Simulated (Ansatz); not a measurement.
**MgO: density, localisation and related maps**

```
Mg O
1.0
     2.13515   -2.13515    0.00000
     0.00000    0.00000   -4.27030
     2.13515    2.13515    0.00000
Mg O
2 2
Direct
  0.50000 0.50000 0.50000
  0.00000 0.00000 0.00000
  0.00000 0.50000 0.90065
  0.50000 0.00000 0.40065
```

Space group Imm2; changed on purpose from its base cell (atom 2 (O) moved by (-0.300, +0.000) A along [1 1 0] and z); not relaxed (largest force 1.5 eV/Å); computed pressure about 6 GPa in this cell.

The calculation used DFT PBE, scalar-relativistic, plane waves, PAW (Ansatz 0.2.0).

Core electrons are frozen (PAW), and the valence fields are smoothed inside the atomic spheres.

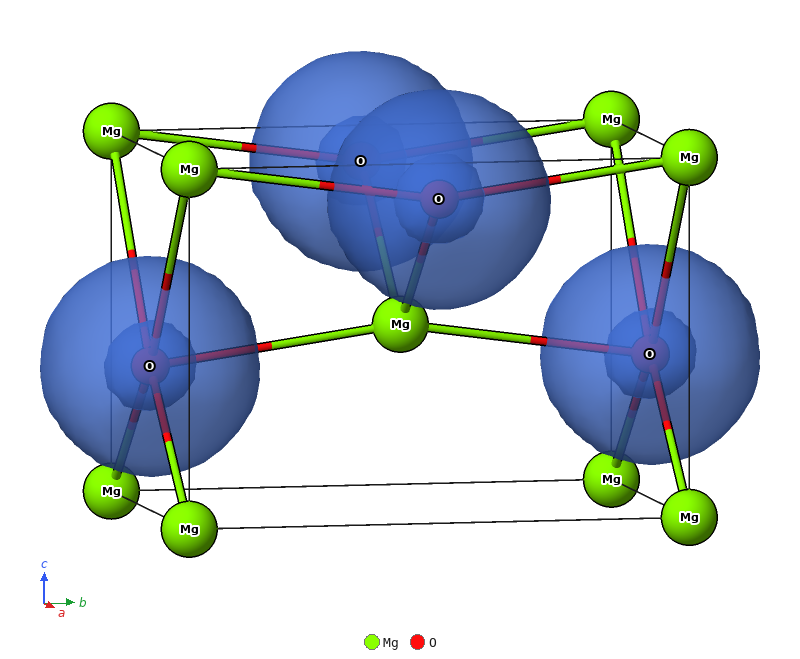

Figure 1. Isosurface of the ELF at 0.7 (blue), seen slightly off an axis. Only the valence region is drawn (cores and ρ < 0.01 e/Å³ removed). Sticks mark near contacts.

Question: Describe the localisation domains.

Answer: The ELF exceeds this value in two regions wrapped around O (the valence shell of each), counted in one cell of 4 atoms. Regions shared between cells count once. Profiles from the grid: Mg–O (1.93 Å): the ELF peaks at about 0.85 in the valence shell of O, 0.6 Å from its nucleus, and is about 0.35 at the midpoint (a closed-shell, largely ionic contact). Mg–O (2.16 Å): the ELF peaks at about 0.85 in the valence shell of O, 0.6 Å from its nucleus, and is about 0.35 at the midpoint: a largely ionic contact.

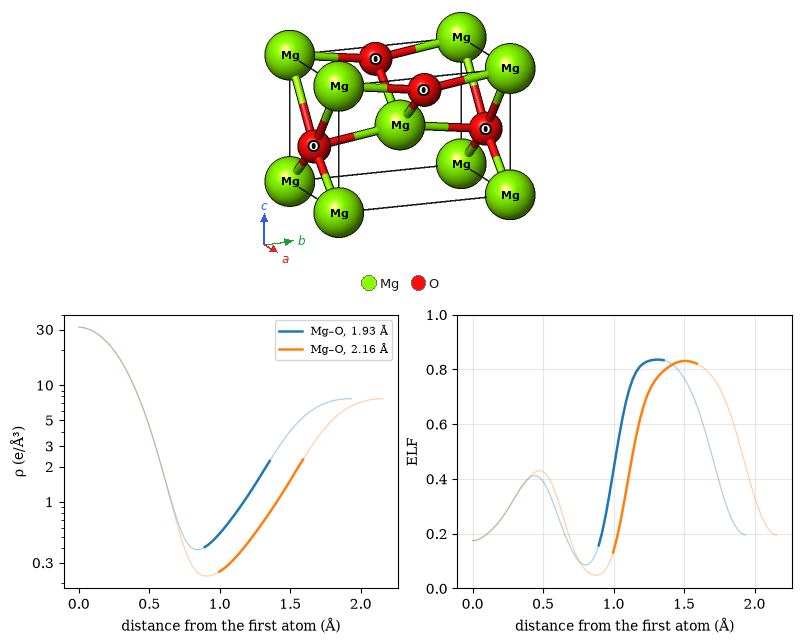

Figure 2. Valence electron density and electron localisation function along straight lines between neighbouring atoms. Thin, pale parts lie inside the atomic spheres. The structure is drawn too.

Question: Compare the contacts.

Answer: Mg–O (1.93 Å): ρ is about 0.49 e/Å³ halfway; the ELF peaks at about 0.85 in the valence shell of O, 0.6 Å from its nucleus, and is about 0.35 at the midpoint; an ionic contact with no shared pair.
Mg–O (2.16 Å): ρ is about 0.3 e/Å³ halfway; the ELF peaks at about 0.85 in the valence shell of O, 0.6 Å from its nucleus, and is about 0.35 at the midpoint; a largely ionic contact.

Question: Does the calculation give a band gap?

Answer: It is gapped, with a Kohn–Sham gap of 4.3 eV on the k-point mesh (the band edges may lie off the mesh, which would make the gap smaller).
